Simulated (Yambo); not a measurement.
System: CsCl-type NaCl, space group Pm-3m (No. 221), 2 atoms in the cell; cubic a = 3.502 Å. Starting point: LDA, PseudoDojo 0.4.1 SR LDA standard, no spin polarisation, no spin-orbit coupling, 6×6×6 k mesh, 1197 eV cutoff, fixed occupations (Yambo 5.3.0). Many-body step: HF with cutoff of exchange and Vxc 88 Ry.

In LDA the smallest gap over these k points is 3.60 eV, with direct gaps of 4.11 eV at Γ and 5.19 eV at M.

### What does HF give?

Over the k points that were corrected, the smallest gap goes from 3.60 eV in LDA (M to Γ) to 12.35 eV in HF (M to Γ), a change of +8.75 eV (+243 %). Counted from the valence top, the lowest empty level moves by +8.75 eV at Γ and +8.93 eV at M: a spread of 0.18 eV on a mean of 8.84 eV, so one scissor shift describes this level well. Only two empty levels a point were corrected, so a higher one could drop under them. The top filled level also moves against the valence top, by −0.09 eV at Γ.

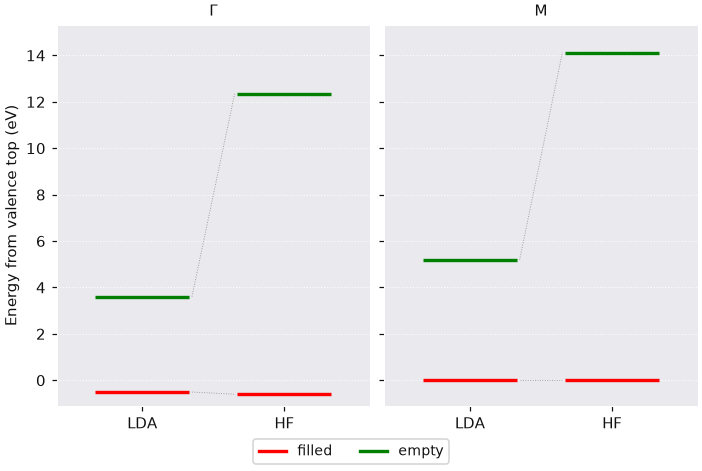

Levels at Γ and M in LDA and in HF, each set counted from its own valence top. Only the states that were corrected are drawn, so degenerate partners can be missing.

```csv
k point,LDA direct gap (eV),HF direct gap (eV)
Γ,4.11,12.95
M,5.19,14.12
```

Hartree-Fock has no screening and overstates gaps by far. The usual form of NaCl is rocksalt.
